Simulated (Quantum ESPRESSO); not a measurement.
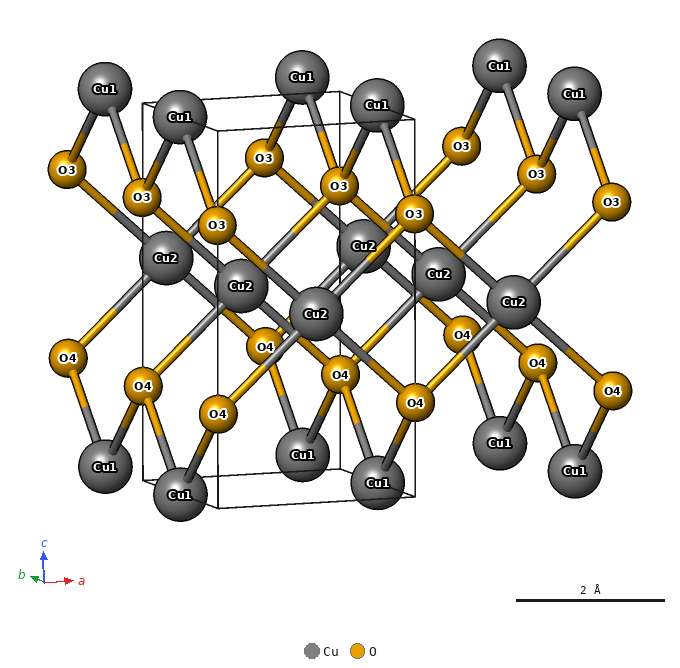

The structure (ball-and-stick view of the cell of the calculation, repeated 2 × 2 × 1, seen slightly off an axis; atoms are numbered from 1 in the order of the input). An atom can appear more than once, as a periodic image.

Band-structure run, with input and output: CuO

CuO (4 atoms in the cell), computed with Kohn-Sham DFT of a periodic cell, PBEsol, GBRV 1.5 PBEsol, no spin polarisation (Quantum ESPRESSO 7.5).

The structure derives from a Materials Project entry.

**Input file**
```
&CONTROL
  calculation = 'scf'
  prefix = 'pwscf'
  outdir = './tmp'
  pseudo_dir = './pseudo'
  tprnfor = .true.
  tstress = .true.
  disk_io = 'low'
/
&SYSTEM
  ibrav = 0
  celldm(1) = 8
  nat = 4
  ntyp = 2
  ecutwfc = 56
  ecutrho = 448
  nbnd = 34
  occupations = 'smearing'
  smearing = 'fd'
  degauss = 0.00367493
/
&ELECTRONS
  conv_thr = 8d-10
  electron_maxstep = 120
  mixing_beta = 0.5
/
ATOMIC_SPECIES
Cu    63.5460 cu_pbesol_v1.2.uspp.F.UPF
O     15.9990 o_pbesol_v1.2.uspp.F.UPF
CELL_PARAMETERS alat
  0.6801835246709   0.0000000000000   0.0000000000000
  0.0092296014442   0.6801312065874   0.0000000000000
  0.0041326860689   0.0040735174448   1.2227329268788
ATOMIC_POSITIONS crystal
Cu     0.0000000000    0.5000000000    0.0000000000
Cu     0.5000000000    0.0000000000    0.5000000000
O      0.9984239700    0.0016717800    0.7498871000
O      0.0015760300    0.9983282200    0.2501129000
K_POINTS automatic
9 9 5 0 0 0
```

**File bands.in**
```
&CONTROL
  calculation = 'bands'
  prefix = 'pwscf'
  outdir = './tmp'
  pseudo_dir = './pseudo'
  disk_io = 'low'
  verbosity = 'high'
/
&SYSTEM
  ibrav = 0
  celldm(1) = 8
  nat = 4
  ntyp = 2
  ecutwfc = 56
  ecutrho = 448
  nbnd = 34
  occupations = 'smearing'
  smearing = 'fd'
  degauss = 0.00367493
/
&ELECTRONS
  conv_thr = 1d-08
  electron_maxstep = 120
  mixing_beta = 0.5
  diago_full_acc = .true.
  startingwfc = 'random'
/
ATOMIC_SPECIES
Cu    63.5460 cu_pbesol_v1.2.uspp.F.UPF
O     15.9990 o_pbesol_v1.2.uspp.F.UPF
CELL_PARAMETERS alat
  0.6801835246709   0.0000000000000   0.0000000000000
  0.0092296014442   0.6801312065874   0.0000000000000
  0.0041326860689   0.0040735174448   1.2227329268788
ATOMIC_POSITIONS crystal
Cu     0.0000000000    0.5000000000    0.0000000000
Cu     0.5000000000    0.0000000000    0.5000000000
O      0.9984239700    0.0016717800    0.7498871000
O      0.0015760300    0.9983282200    0.2501129000
K_POINTS crystal
60
 0.0000000000  0.0000000000  0.0000000000 1
 0.0555555556  0.0555555556  0.0000000000 1
 0.1111111111  0.1111111111  0.0000000000 1
 0.1666666667  0.1666666667  0.0000000000 1
 0.2222222222  0.2222222222  0.0000000000 1
 0.2777777778  0.2777777778  0.0000000000 1
 0.3333333333  0.3333333333  0.0000000000 1
 0.3888888889  0.3888888889  0.0000000000 1
 0.4444444444  0.4444444444  0.0000000000 1
 0.5000000000  0.5000000000  0.0000000000 1
 0.5003093515  0.5003093515  0.1646738522 1
 0.5006187031  0.5006187031  0.3293477045 1
 0.5009280546  0.5009280546  0.4940215567 1
 0.5000000000  0.5000000000  0.5000000000 1
 0.5075950467  0.4924049533  0.5000000000 1
 0.4924049533 -0.4924049533  0.5000000000 1
 0.4376932918 -0.4376932918  0.5000000000 1
 0.3829816303 -0.3829816303  0.5000000000 1
 0.3282699688 -0.3282699688  0.5000000000 1
 0.2735583074 -0.2735583074  0.5000000000 1
 0.2188466459 -0.2188466459  0.5000000000 1
 0.1641349844 -0.1641349844  0.5000000000 1
 0.1094233229 -0.1094233229  0.5000000000 1
 0.0547116615 -0.0547116615  0.5000000000 1
 0.0000000000  0.0000000000  0.5000000000 1
 0.0554524384  0.0554524384  0.5006642715 1
 0.1109048768  0.1109048768  0.5013285430 1
 0.1663573151  0.1663573151  0.5019928144 1
 0.2218097535  0.2218097535  0.5026570859 1
 0.2772621919  0.2772621919  0.5033213574 1
 0.3327146303  0.3327146303  0.5039856289 1
 0.3881670687  0.3881670687  0.5046499004 1
 0.4436195070  0.4436195070  0.5053141718 1
 0.4990719454  0.4990719454  0.5059784433 1
 0.5000000000  0.5000000000  0.0000000000 1
 0.5066808622  0.4933191378  0.0000000000 1
 0.4933191378 -0.4933191378  0.0000000000 1
 0.4385059003 -0.4385059003  0.0000000000 1
 0.3836926628 -0.3836926628  0.0000000000 1
 0.3288794252 -0.3288794252  0.0000000000 1
 0.2740661877 -0.2740661877  0.0000000000 1
 0.2192529502 -0.2192529502  0.0000000000 1
 0.1644397126 -0.1644397126  0.0000000000 1
 0.1096264751 -0.1096264751  0.0000000000 1
 0.0548132375 -0.0548132375  0.0000000000 1
 0.0000000000  0.0000000000  0.0000000000 1
 0.0833333333  0.0000000000  0.0000000000 1
 0.1666666667  0.0000000000  0.0000000000 1
 0.2500000000  0.0000000000  0.0000000000 1
 0.3333333333  0.0000000000  0.0000000000 1
 0.4166666667  0.0000000000  0.0000000000 1
 0.5000000000  0.0000000000  0.0000000000 1
 0.5000000000  0.0000000000  0.5000000000 1
 0.4285714286  0.0000000000  0.4285714286 1
 0.3571428571  0.0000000000  0.3571428571 1
 0.2857142857  0.0000000000  0.2857142857 1
 0.2142857143  0.0000000000  0.2142857143 1
 0.1428571429  0.0000000000  0.1428571429 1
 0.0714285714  0.0000000000  0.0714285714 1
 0.0000000000  0.0000000000  0.0000000000 1
```

Run on 2 threads of Intel Xeon (Sapphire Rapids), 192 GiB of memory available, shared host.

Launched with:
```bash
OMP_NUM_THREADS=1 mpirun -n 2 pw.x -nk 2 -in pw.in > pw.out
OMP_NUM_THREADS=1 mpirun -n 2 pw.x -nk 2 -in bands.in > bands.out
```

**The program's output**
```
This program is part of the open-source Quantum ESPRESSO suite
     for quantum simulation of materials; please cite
         "P. Giannozzi et al., J. Phys.:Condens. Matter 21 395502 (2009);
         "P. Giannozzi et al., J. Phys.:Condens. Matter 29 465901 (2017);
         "P. Giannozzi et al., J. Chem. Phys. 152 154105 (2020);
          URL
     in publications or presentations arising from this work. More details at

     Message from routine setup:
     using ibrav=0 with symmetry is DISCOURAGED, use correct ibrav instead

     K-points division:     npool     =       2
     Subspace diagonalization in iterative solution of the eigenvalue problem:
     a serial algorithm will be used

     G-vector sticks info
     --------------------
     sticks:   dense  smooth     PW     G-vecs:    dense   smooth      PW
     Sum        1063     525    161                46397    16359    2755

     Using Slab Decomposition

     bravais-lattice index     =            0
     lattice parameter (alat)  =       8.0000  a.u.
     unit-cell volume          =     289.6146 (a.u.)^3
     number of atoms/cell      =            4
     number of atomic types    =            2
     number of electrons       =        50.00
     number of Kohn-Sham states=           34
     kinetic-energy cutoff     =      56.0000  Ry
     charge density cutoff     =     448.0000  Ry
     scf convergence threshold =      8.0E-10
     mixing beta               =       0.5000
     number of iterations used =            8  plain     mixing
     Exchange-correlation= SLA  PW   PSX  PSC
                           (   1   4  10   8   0   0   0)

     celldm(1)=   8.000000  celldm(2)=   0.000000  celldm(3)=   0.000000
     celldm(4)=   0.000000  celldm(5)=   0.000000  celldm(6)=   0.000000

     crystal axes: (cart. coord. in units of alat)
               a(1) = (   0.680184   0.000000   0.000000 )
               a(2) = (   0.009230   0.680131   0.000000 )
               a(3) = (   0.004133   0.004074   1.222733 )

     reciprocal axes: (cart. coord. in units 2 pi/alat)
               b(1) = (  1.470191 -0.019951 -0.004903 )
               b(2) = (  0.000000  1.470305 -0.004898 )
               b(3) = (  0.000000  0.000000  0.817840 )

     PseudoPot. # 1 for Cu read from file:
     cu_pbesol_v1.2.uspp.F.UPF
     Pseudo is Ultrasoft + core correction, Zval = 19.0
     Generated by new atomic code, or converted to UPF format
     Using radial grid of  867 points,  6 beta functions with:
                l(1) =   0
                l(2) =   0
                l(3) =   1
                l(4) =   1
                l(5) =   2
                l(6) =   2
     Q(r) pseudized with  8 coefficients,  rinner =    1.150   1.150   1.150
                                                       1.150   1.150

     PseudoPot. # 2 for O  read from file:
     o_pbesol_v1.2.uspp.F.UPF
     Pseudo is Ultrasoft + core correction, Zval =  6.0
     Generated by new atomic code, or converted to UPF format
     Using radial grid of  737 points,  5 beta functions with:
                l(1) =   0
                l(2) =   0
                l(3) =   1
                l(4) =   1
                l(5) =   2
     Q(r) pseudized with  8 coefficients,  rinner =    0.900   0.900   0.900
                                                       0.900   0.900

     atomic species   valence    mass     pseudopotential
     Cu               19.00    63.54600     Cu( 1.00)
     O                 6.00    15.99900     O ( 1.00)

      2 Sym. Ops., with inversion, found

   Cartesian axes

     site n.     atom                  positions (alat units)
         1        Cu     tau(   1) = (   0.0046148   0.3400656   0.0000000  )
         2        Cu     tau(   2) = (   0.3421581   0.0020368   0.6113665  )
         3        O      tau(   3) = (   0.6822260   0.0041917   0.9169116  )
         4        O      tau(   4) = (   0.0113198   0.6800130   0.3058213  )

     number of k points=   203  Fermi-Dirac smearing, width (Ry)=  0.0037

     Number of k-points >= 100: set verbosity='high' to print them.

     Dense  grid:    46397 G-vectors     FFT dimensions: (  40,  40,  72)

     Smooth grid:    16359 G-vectors     FFT dimensions: (  25,  25,  48)

     Check: negative core charge=   -0.000002

     Initial potential from superposition of free atoms

     starting charge      48.0000, renormalised to      50.0000
     Starting wfcs are   34 randomized atomic wfcs

     Self-consistent Calculation

     iteration #  1     ecut=    56.00 Ry     beta= 0.50
     Davidson diagonalization with overlap
     ethr =  1.00E-02,  avg # of iterations =  4.4

     total energy              =    -868.35324456 Ry
     estimated scf accuracy    <       5.53439268 Ry

     iteration #  2     ecut=    56.00 Ry     beta= 0.50
     Davidson diagonalization with overlap
     ethr =  1.00E-02,  avg # of iterations =  3.0

     total energy              =    -870.38282284 Ry
     estimated scf accuracy    <      10.10219212 Ry

     iteration #  3     ecut=    56.00 Ry     beta= 0.50
     Davidson diagonalization with overlap
     ethr =  1.00E-02,  avg # of iterations =  2.0

     total energy              =    -871.32784109 Ry
     estimated scf accuracy    <       0.47165856 Ry

     iteration #  4     ecut=    56.00 Ry     beta= 0.50
     Davidson diagonalization with overlap
     ethr =  9.43E-04,  avg # of iterations =  2.1

     total energy              =    -871.37304234 Ry
     estimated scf accuracy    <       0.06169520 Ry

     iteration #  5     ecut=    56.00 Ry     beta= 0.50
     Davidson diagonalization with overlap
     ethr =  1.23E-04,  avg # of iterations =  2.2

     total energy              =    -871.36959003 Ry
     estimated scf accuracy    <       0.03650802 Ry

     iteration #  6     ecut=    56.00 Ry     beta= 0.50
     Davidson diagonalization with overlap
     ethr =  7.30E-05,  avg # of iterations =  1.5

     total energy              =    -871.36845876 Ry
     estimated scf accuracy    <       0.01442060 Ry

     iteration #  7     ecut=    56.00 Ry     beta= 0.50
     Davidson diagonalization with overlap
     ethr =  2.88E-05,  avg # of iterations =  2.1

     total energy              =    -871.36731896 Ry
     estimated scf accuracy    <       0.00729574 Ry

     iteration #  8     ecut=    56.00 Ry     beta= 0.50
     Davidson diagonalization with overlap
     ethr =  1.46E-05,  avg # of iterations =  2.4

     total energy              =    -871.36788569 Ry
     estimated scf accuracy    <       0.00036056 Ry

     iteration #  9     ecut=    56.00 Ry     beta= 0.50
     Davidson diagonalization with overlap
     ethr =  7.21E-07,  avg # of iterations =  3.9

     total energy              =    -871.36800871 Ry
     estimated scf accuracy    <       0.00109505 Ry

     iteration # 10     ecut=    56.00 Ry     beta= 0.50
     Davidson diagonalization with overlap
     ethr =  7.21E-07,  avg # of iterations =  1.7

     total energy              =    -871.36800503 Ry
     estimated scf accuracy    <       0.00021761 Ry

     iteration # 11     ecut=    56.00 Ry     beta= 0.50
     Davidson diagonalization with overlap
     ethr =  4.35E-07,  avg # of iterations =  2.0

     total energy              =    -871.36802058 Ry
     estimated scf accuracy    <       0.00001746 Ry

     iteration # 12     ecut=    56.00 Ry     beta= 0.50
     Davidson diagonalization with overlap
     ethr =  3.49E-08,  avg # of iterations =  2.1

     total energy              =    -871.36802296 Ry
     estimated scf accuracy    <       0.00000146 Ry

     iteration # 13     ecut=    56.00 Ry     beta= 0.50
     Davidson diagonalization with overlap
     ethr =  2.92E-09,  avg # of iterations =  2.2

     total energy              =    -871.36802304 Ry
     estimated scf accuracy    <       0.00000027 Ry

     iteration # 14     ecut=    56.00 Ry     beta= 0.50
     Davidson diagonalization with overlap
     ethr =  5.35E-10,  avg # of iterations =  2.0

     total energy              =    -871.36802308 Ry
     estimated scf accuracy    <          5.4E-09 Ry

     iteration # 15     ecut=    56.00 Ry     beta= 0.50
     Davidson diagonalization with overlap
     ethr =  1.09E-11,  avg # of iterations =  3.2

     End of self-consistent calculation

     Number of k-points >= 100: set verbosity='high' to print the bands.

     the Fermi energy is    10.9151 ev

!    total energy              =    -871.36802308 Ry
     estimated scf accuracy    <          7.4E-10 Ry
     smearing contrib. (-TS)   =      -0.00141248 Ry
     internal energy E=F+TS    =    -871.36661060 Ry

     The total energy is F=E-TS. E is the sum of the following terms:
     one-electron contribution =    -646.95458834 Ry
     hartree contribution      =     348.40234312 Ry
     xc contribution           =     -90.97943519 Ry
     ewald contribution        =    -481.83493019 Ry

     convergence has been achieved in  15 iterations

     Forces acting on atoms (cartesian axes, Ry/au):

     atom    1 type  1   force =     0.00000000    0.00000000    0.00000000
     atom    2 type  1   force =     0.00000000    0.00000000    0.00000000
     atom    3 type  2   force =     0.00018896   -0.00024721    0.00037136
     atom    4 type  2   force =    -0.00018896    0.00024721   -0.00037136

     Total force =     0.000685     Total SCF correction =     0.000012

     Computing stress (Cartesian axis) and pressure

          total   stress  (Ry/bohr**3)                   (kbar)     P=      -13.82
  -0.00001412  -0.00000567  -0.00000070           -2.08       -0.83       -0.10
  -0.00000567  -0.00001700   0.00000016           -0.83       -2.50        0.02
  -0.00000070   0.00000016  -0.00025074           -0.10        0.02      -36.89

=------------------------------------------------------------------------------=
   JOB DONE.
=------------------------------------------------------------------------------=
```

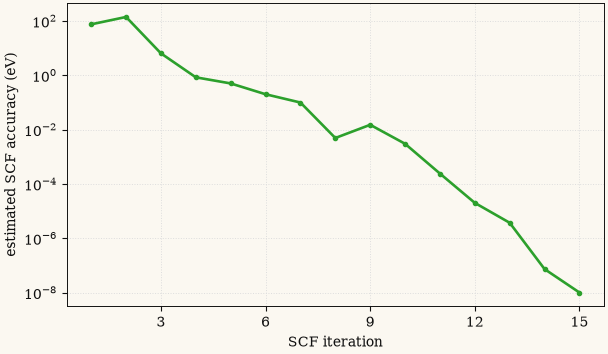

Convergence of the self-consistent field: estimated SCF accuracy against the iteration. The field takes 15 iterations in all.

**Key numbers**

- outcome: converged
- space group (tolerance 0.01 Å): C2/c (15)
- electrons treated: 50
- free energy: −11855.5659 eV
- Fermi energy: 10.915 eV
- gap on the k-point mesh: none (metallic)
- pressure: −1.38 GPa
- largest force (length of the vector): 0.012 eV/Å
- wall time: 3.1 min (CPU time 6.2 min)
- peak memory: 0.5 GiB

**Notes**

The run has no spin polarisation, so a magnetic state may lie lower.
